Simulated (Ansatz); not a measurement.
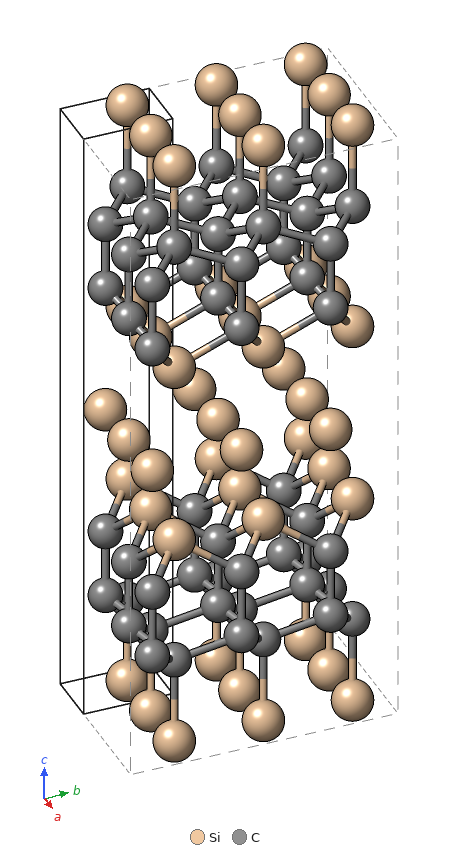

The structure above is drawn in ball-and-stick style and viewed slightly off an axis. The solid frame is a single conventional unit cell within a 3×3×1 block.

Si2C3, space group P-6m2 (No. 187), a = 2.77 Å, b = 2.77 Å, c = 13.91 Å, α = 90.00°, β = 90.00°, γ = 120.00°.

Level of theory and settings: DFT PBE, scalar-relativistic, plane waves, PAW (Ansatz 0.2.0), wavefunction cutoff 420 eV, the zone sampled with 18×18×4 points, Gaussian smearing of 0.1 eV, no spin polarisation.

Question: What is the band gap, if any?

Answer: A metal: bands cross the Fermi level.

Question: What is the pressure at this volume?

Answer: The computed pressure is 0.0 GPa, close to zero.

The cell started as a structure type filled with these elements by a generator (whether the compound takes this form wasn't checked). Earlier steps of the study, as a rule a relaxation of our own, may have changed the cell and positions, so they can lie some per cent off the listed ones. It was the input of a calculation with Ansatz.
